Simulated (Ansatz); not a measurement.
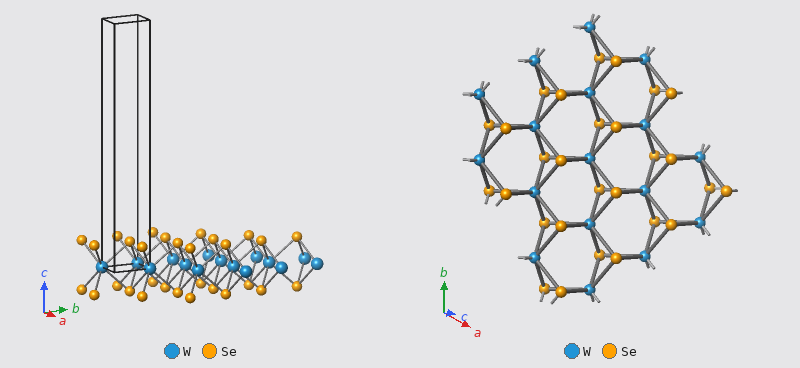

Left: the structure. Right: its underlying net. Nodes are coloured by element. One layer is drawn. Short stubs are edges that leave the cut-out.

System WSe₂ (space group P-6m2, No. 187); source of the atomic positions: the input geometry of an electronic-structure calculation (not necessarily at equilibrium).

Bonds are taken as Se–W below 2.9 Å; no other contact counts. Simplification: prune 0- and 1-connected atoms, fold 2-connected ones into links.

The result is a binodal (3,6)-connected, two-periodic (layers) net: Se is a 3-connected node; W is a 6-connected node, in the ratio 2:1. It is the net of the trigonal-prismatic layers of 2H-MoS2. The layers lie parallel to (001).

```tsv
node	links	point symbol	coordination sequence
Se	3	4³	3 13 9 24 15 36
W	6	4³·6¹²	6 6 18 12 30 18
```
